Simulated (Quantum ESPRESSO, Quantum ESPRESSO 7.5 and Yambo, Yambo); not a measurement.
# Beyond one shot: CdSe (F-43m)

Wanted: G0W0 and self-consistent gaps of CdSe (F-43m), with the cost of the cycles.

Method: PBE and many-body steps on it, plane waves, in Quantum ESPRESSO 7.5 and Yambo 5.3.0.

**What was measured.**

- Gap 1.69 ± 0.02 eV: direct gap from (alpha E)^2 extrapolation; spectroscopic ellipsometry; 300 K; film (fully relaxed MBE film, 304 nm) on GaAs(100) (“Band gap bowing of binary alloys: Experimental results compared to theoretical tight-binding supercell calculations for CdZnSe”, 2010, arxiv:1007.2297).

Most raw output is cut from this account.

### Step 1. The structure

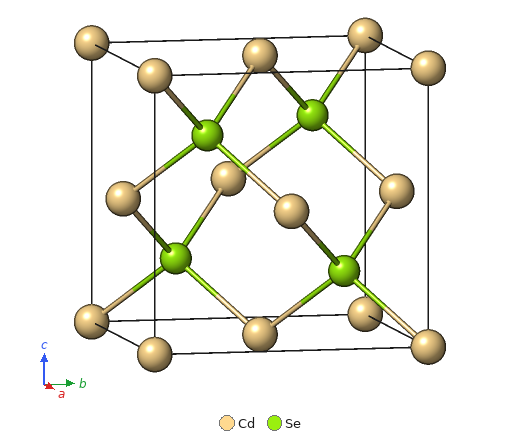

The cell as given, slightly off an axis (cadmium orange, selenium green). This picture shows the conventional cell, with its axes. Bonds to atoms that aren't drawn are left out. Some periodic images of atoms are drawn too.

The cell and positions are those that the Materials Project relaxed with its own functionals (PBE, PBE+U or r2SCAN), kept fixed.

### Step 2. Empty states on the mesh, 4×4×4 mesh, 107 bands

This step: Quantum ESPRESSO 7.5; DFT, PBE, plane waves, norm-conserving pseudopotentials.

The sums over transitions need many empty states on a uniform mesh; this step solves for them.

File pw.in:

```
&control
  calculation = 'nscf'
  prefix = 'x'
  outdir = 'o'
  pseudo_dir = 'pseudo'
/
&system
  ibrav = 0
  nat = 2
  ntyp = 2
  ecutwfc = 104.0
  nbnd = 107
  force_symmorphic = .true.
/
&electrons
  conv_thr = 1e-9
  electron_maxstep = 80
  diago_full_acc = .true.
  diago_thr_init = 5e-6
/
ATOMIC_SPECIES
  Cd 112.41 Cd.upf
  Se 78.971 Se.upf
CELL_PARAMETERS angstrom
  -0.0000000000 3.0702711986 3.0702711986
  3.0702711986 -0.0000000000 3.0702711986
  3.0702711986 3.0702711986 -0.0000000000
ATOMIC_POSITIONS crystal
  Cd 0.0000000000 0.0000000000 0.0000000000
  Se 0.7500000000 0.7500000000 0.7500000000
K_POINTS automatic
  4 4 4 0 0 0
```

Launch:

```
OMP_NUM_THREADS=1 mpirun -n 4 pw.x -nk 4 -in pw.in > pw.out
```

Wall time 17 s (4 MPI ranks of Arm Neoverse V1, shared host); peak memory 0.49 GiB; 67 s of CPU time.

This step gave:

* gap: 0.5509 eV
* k of the valence top: 0, 0, 0
* k of the conduction bottom: 0, 0, 0
* least direct gap: 0.5509 eV
* k points computed: 8
* lowest point of the top converged band, above the valence top: 67.0077 eV

On this mesh the gap is 0.551 eV.

The density comes from a self-consistent run that is not shown.

### Step 3. Conversion and set-up

This step: Yambo 5.3.0; conversion and set-up on PBE, plane waves, norm-conserving pseudopotentials.

The states are converted to the many-body program's format and the q mesh is built.

Launch:

```
(cd o/x.save; p2y > p2y.log; mv SAVE ../..); yambo > setup.log
```

It took 3.4 s on 1 MPI rank; peak memory 0.26 GiB.

### Step 4. G0W0

G0W0 replaces the xc potential by the self-energy, built once from these orbitals. Only a window of levels is corrected, while the sums run over the empty bands that the input names.

This step: G0W0 on PBE, plane waves, norm-conserving pseudopotentials.

File gw1.in:

```
HF_and_locXC
gw0
dyson
ppa
em1d
rim_cut
RandQpts= 1000000
RandGvec= 1 RL
EXXRLvcs= 104 Ry
VXCRLvcs= 416 Ry
Chimod= "HARTREE"
% BndsRnXp
 1 | 107 |
%
NGsBlkXp= 11 Ry
% LongDrXp
 1 | 1 | 1 |
%
% GbndRnge
 1 | 107 |
%
DysSolver= "n"
ExtendOut
PPAPntXp= 27.21138 eV
% QPkrange
 1 | 8 | 14 | 26 |
%
```

Launch:

```
OMP_NUM_THREADS=1 mpirun -n 4 yambo -F gw1.in -J gw1 -C gw1 > gw1.log
```

It took 16 min on 4 MPI ranks; peak memory 2.7 GiB; 64 min of CPU time.

This step gave:

* G0W0 gap on the mesh: 1.136 eV
* starting gap on the mesh: 0.5509 eV
* k of the valence top: 0, 0, 0
* k of the conduction bottom: 0, 0, 0
* least direct G0W0 gap on the computed points: 1.136 eV
* Z at the valence top: 0.7903
* Z at the conduction bottom: 0.8121

The gap on the mesh goes from 0.55 eV to 1.14 eV, a correction of +0.59 eV.

### Step 5. evGW0, cycle 1

This step: evGW0 on PBE, plane waves, norm-conserving pseudopotentials.

gw2.in, as its differences from gw1.in of step 4:

```diff
@@ -27 +27,2 @@
 %
+GfnQPdb= "E < ./gw1/ndb.QP"
```

Launch:

```
OMP_NUM_THREADS=1 mpirun -n 4 yambo -F gw2.in -J gw2,gw1_W -C gw2 > gw2.log
```

Elapsed: 13 min, on 4 MPI ranks; peak memory 2.8 GiB; 53 min of CPU time.

Numbers from this step:

* quasiparticle gap on the mesh: 1.212 eV
* gap of the density functional on the mesh: 0.5509 eV
* k of the valence top: 0, 0, 0
* k of the conduction bottom: 0, 0, 0
* least direct quasiparticle gap on the computed points: 1.212 eV
* Z at the valence top: 0.7933
* Z at the conduction bottom: 0.8198

Against G0W0 in Yambo (4×4×4 mesh, 107 bands, screening to 149.7 eV, Godby-Needs plasmon pole), the gap moves by +0.076 eV.

The program's own table gives 1.317 eV, which is too large where the input levels are shifted: this version takes Σc at the unshifted level E₀, yet steps from the shifted one. The value above is the Newton step from E₀, E₀ + Z(Σc + Σx − Vxc), rebuilt from the printed columns.

### Step 6. evGW0, cycle 2

The corrected levels of the last cycle go back in.

gw3.in, as its differences from gw2.in of step 5:

```diff
@@ -27,2 +27,2 @@
 %
-GfnQPdb= "E < ./gw1/ndb.QP"
+GfnQPdb= "E < ./gw2_fix/ndb.QP"
```

Launch:

```
OMP_NUM_THREADS=1 mpirun -n 4 yambo -F gw3.in -J gw3,gw1_W -C gw3 > gw3.log
```

Run time: 13 min. Hardware: 4 MPI ranks; peak memory 2.6 GiB; 53 min of CPU time.

This step gave:

| Item | Value |
| --- | --- |
| quasiparticle gap on the mesh | 1.222 eV |
| gap of the density functional on the mesh | 0.5509 eV |
| k of the valence top | 0, 0, 0 |
| k of the conduction bottom | 0, 0, 0 |
| least direct quasiparticle gap on the computed points | 1.222 eV |

Against the cycle before, the gap moves by +0.010 eV.

The program's own table gives 1.340 eV, which is too large where the input levels are shifted: this version takes Σc at the unshifted level E₀, yet steps from the shifted one. The value above is the Newton step from E₀, E₀ + Z(Σc + Σx − Vxc), rebuilt from the printed columns.

### Step 7. evGW, cycle 1

This step: evGW on PBE, plane waves, norm-conserving pseudopotentials.

gw4.in, as its differences from gw3.in of step 6:

```diff
@@ -27,2 +27,3 @@
 %
-GfnQPdb= "E < ./gw2_fix/ndb.QP"
+GfnQPdb= "E < ./gw1/ndb.QP"
+XfnQPdb= "E < ./gw1/ndb.QP"
```

Launch:

```
OMP_NUM_THREADS=1 mpirun -n 4 yambo -F gw4.in -J gw4 -C gw4 > gw4.log
```

The job ended after 16 min (4 MPI ranks; peak memory 2.7 GiB; 63 min of CPU time).

Numbers from this step:

* quasiparticle gap on the mesh: 1.318 eV
* gap of the density functional on the mesh: 0.5509 eV
* k of the valence top: 0, 0, 0
* k of the conduction bottom: 0, 0, 0
* least direct quasiparticle gap on the computed points: 1.318 eV

Against G0W0 in Yambo (4×4×4 mesh, 107 bands, screening to 149.7 eV, Godby-Needs plasmon pole), the gap moves by +0.181 eV.

The program's own table gives 1.417 eV, which is too large where the input levels are shifted: this version takes Σc at the unshifted level E₀, yet steps from the shifted one. The value above is the Newton step from E₀, E₀ + Z(Σc + Σx − Vxc), rebuilt from the printed columns.

### Step 8. evGW, cycle 2

gw5.in, as its differences from gw4.in of step 7:

```diff
@@ -27,3 +27,3 @@
 %
-GfnQPdb= "E < ./gw1/ndb.QP"
-XfnQPdb= "E < ./gw1/ndb.QP"
+GfnQPdb= "E < ./gw4_fix/ndb.QP"
+XfnQPdb= "E < ./gw4_fix/ndb.QP"
```

Launch:

```
OMP_NUM_THREADS=1 mpirun -n 4 yambo -F gw5.in -J gw5 -C gw5 > gw5.log
```

The job ended after 16 min (4 MPI ranks; peak memory 2.7 GiB; 63 min of CPU time).

This step gave:

* quasiparticle gap on the mesh: 1.372 eV
* gap of the density functional on the mesh: 0.5509 eV
* k of the valence top: 0, 0, 0
* k of the conduction bottom: 0, 0, 0
* least direct quasiparticle gap on the computed points: 1.372 eV

Against the cycle before, the gap moves by +0.054 eV.

The program's own table gives 1.498 eV, which is too large where the input levels are shifted: this version takes Σc at the unshifted level E₀, yet steps from the shifted one. The value above is the Newton step from E₀, E₀ + Z(Σc + Σx − Vxc), rebuilt from the printed columns.

### Step 9. evGW, cycle 3

gw6.in, as its differences from gw5.in of step 8:

```diff
@@ -27,3 +27,3 @@
 %
-GfnQPdb= "E < ./gw4_fix/ndb.QP"
-XfnQPdb= "E < ./gw4_fix/ndb.QP"
+GfnQPdb= "E < ./gw5_fix/ndb.QP"
+XfnQPdb= "E < ./gw5_fix/ndb.QP"
```

Launch:

```
OMP_NUM_THREADS=1 mpirun -n 4 yambo -F gw6.in -J gw6 -C gw6 > gw6.log
```

It took 16 min on 4 MPI ranks; peak memory 2.7 GiB; 63 min of CPU time.

This step gave:

| Item | Value |
| --- | --- |
| quasiparticle gap on the mesh | 1.388 eV |
| gap of the density functional on the mesh | 0.5509 eV |
| k of the valence top | 0, 0, 0 |
| k of the conduction bottom | 0, 0, 0 |
| least direct quasiparticle gap on the computed points | 1.388 eV |

Against the cycle before, the gap moves by +0.016 eV.

The program's own table gives 1.522 eV, which is too large where the input levels are shifted: this version takes Σc at the unshifted level E₀, yet steps from the shifted one. The value above is the Newton step from E₀, E₀ + Z(Σc + Σx − Vxc), rebuilt from the printed columns.

### Step 10. evGW, cycle 4

gw7.in, as its differences from gw6.in of step 9:

```diff
@@ -27,3 +27,3 @@
 %
-GfnQPdb= "E < ./gw5_fix/ndb.QP"
-XfnQPdb= "E < ./gw5_fix/ndb.QP"
+GfnQPdb= "E < ./gw6_fix/ndb.QP"
+XfnQPdb= "E < ./gw6_fix/ndb.QP"
```

Launch:

```
OMP_NUM_THREADS=1 mpirun -n 4 yambo -F gw7.in -J gw7 -C gw7 > gw7.log
```

Elapsed: 16 min, on 4 MPI ranks; peak memory 2.7 GiB; 63 min of CPU time.

This step gave:

```
quasiparticle gap on the mesh                         : 1.393 eV
gap of the density functional on the mesh             : 0.5509 eV
k of the valence top                                  : 0, 0, 0
k of the conduction bottom                            : 0, 0, 0
least direct quasiparticle gap on the computed points : 1.393 eV
```

Against the cycle before, the gap moves by +0.005 eV.

The program's own table gives 1.529 eV, which is too large where the input levels are shifted: this version takes Σc at the unshifted level E₀, yet steps from the shifted one. The value above is the Newton step from E₀, E₀ + Z(Σc + Σx − Vxc), rebuilt from the printed columns.

### Step 11. Side by side

Times are wall times on 4 MPI ranks of Arm Neoverse V1, shared host, good to a factor of about two.

| run | mesh | bands | screening cutoff (eV) | DFT gap (eV) | gap on the mesh (eV) | direct (eV) | time |
| --- | --- | --- | --- | --- | --- | --- | --- |
| G0W0 | 4×4×4 | 107 | 149.7 | 0.551 | 1.136 | 1.136 | 16 min |
| evGW0, cycle 1 | 4×4×4 | 107 | 149.7 | 0.551 | 1.212 | 1.212 | 13 min |
| evGW0, cycle 2 | 4×4×4 | 107 | 149.7 | 0.551 | 1.222 | 1.222 | 13 min |
| evGW, cycle 1 | 4×4×4 | 107 | 149.7 | 0.551 | 1.318 | 1.318 | 16 min |
| evGW, cycle 2 | 4×4×4 | 107 | 149.7 | 0.551 | 1.372 | 1.372 | 16 min |
| evGW, cycle 3 | 4×4×4 | 107 | 149.7 | 0.551 | 1.388 | 1.388 | 16 min |
| evGW, cycle 4 | 4×4×4 | 107 | 149.7 | 0.551 | 1.393 | 1.393 | 16 min |

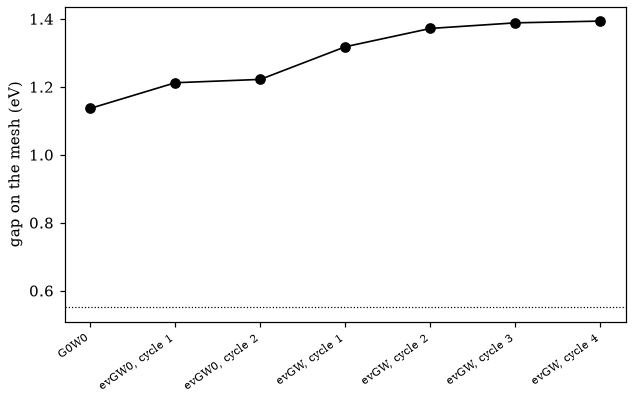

The gap through the cycles; the dotted line is the starting gap.

### Step 12. Results

```json
{
 "G0W0": "1.136 eV",
 "evGW0, cycle 1": "1.212 eV",
 "evGW0, cycle 2": "1.222 eV",
 "evGW, cycle 1": "1.318 eV",
 "evGW, cycle 2": "1.372 eV",
 "evGW, cycle 3": "1.388 eV",
 "evGW, cycle 4": "1.393 eV",
 "known limits": "not at the basis limit; no spin-orbit coupling; coarse k mesh"
}
```

In words: evGW0 ends at 1.22 eV, +0.09 eV from G0W0, after 2 cycles that took 27 min beside the first screening; the last moved the gap by 0.010 eV. evGW ends at 1.39 eV, +0.26 eV from G0W0, after 4 cycles that took 63 min beside the first screening; the last moved the gap by 0.005 eV. Against experiment, by evGW, cycle 4: the direct gap of 1.39 eV lies −0.30 eV from the measured 1.69 ± 0.02 eV (direct, 300 K, on GaAs(100), 2010). An exciton line or allowed optical edge lies below the quasiparticle gap by the binding energy; a forbidden edge can push the onset above it. These are gaps on the mesh, at modest bands and cutoff. The calculation has static nuclei and no excitons; a measured gap holds zero-point and thermal motion, which mostly lowers it. Bands and cutoff are finite, so the gap is not at the basis limit. The miss can reach some tenths of an eV and take either sign; the mesh is an error of its own. The 4×4×4 mesh is coarse for this cell, which bears on the long-range parts of exchange and screening. The many-body steps are scalar-relativistic: spin-orbit coupling is not in them.

[Paths, hosts, dates, memory and timing lines, banners, echoed tables and standing remarks are left out of the program output.]

[Logs are printed without paths, hosts, clocks, repeated set-up lines and the standing remarks that a program may print on its own settings, such as how far it seeks lower states.]

[Runs of the session that timed out or met a known fault of the program may be left out.]

[Hosts, paths, dates, database ids (printed as entryN), source tags and the programs' standing remarks are cut or masked in the printed files.]
